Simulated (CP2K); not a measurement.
System: CdSe (space group F-43m).

Computed with CP2K 2026.2: DFT in Gaussian orbitals with a plane-wave density, no spin polarisation; energies at scaled volumes of the given cell, shape and fractions fixed, counted from the fit's minimum, third-order Birch-Murnaghan fit. All runs: no spin polarisation.

```tsv
setting	value
k mesh	8×8×8
occupations	Fermi–Dirac
smearing width	0.0259 eV
potentials	GTH PBE with UZH TZVP basis
density cutoff	6123 eV
```

Predict the pressure against volume, with one curve for each functional. The cases: vdW-DF-cx; RPBE + D3; PBE + D4.

The fitted equilibrium volumes, smallest first, are PBE + D4 28.844, vdW-DF-cx 29.043, RPBE + D3 29.184 Å³/atom. The fitted bulk moduli, smallest first, are RPBE + D3 44.3, vdW-DF-cx 50.1, PBE + D4 50.7 GPa. For vdW-DF-cx, the pressure falls from 3.82 GPa at volume 27.21 Å³/atom to −2.41 GPa at 30.68 Å³/atom, and changes sign near 29.05 Å³/atom. For RPBE + D3, the pressure falls from 3.71 GPa at volume 27.21 Å³/atom to −1.95 GPa at 30.68 Å³/atom, and changes sign near 29.19 Å³/atom. For PBE + D4, the pressure falls from 3.40 GPa at volume 27.21 Å³/atom to −2.70 GPa at 30.68 Å³/atom, and changes sign near 28.85 Å³/atom.

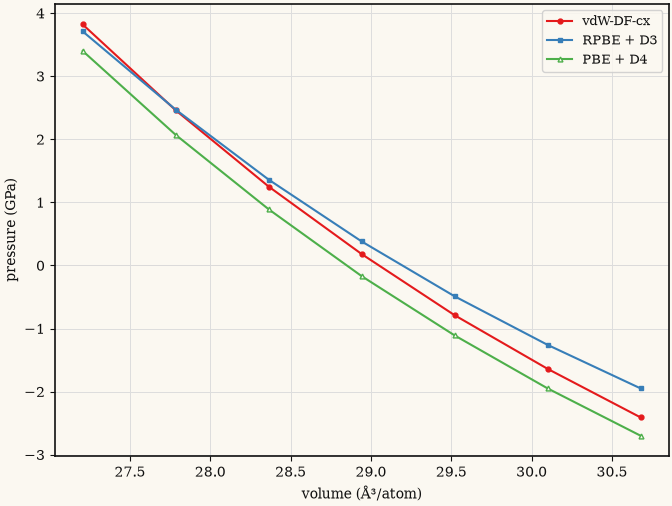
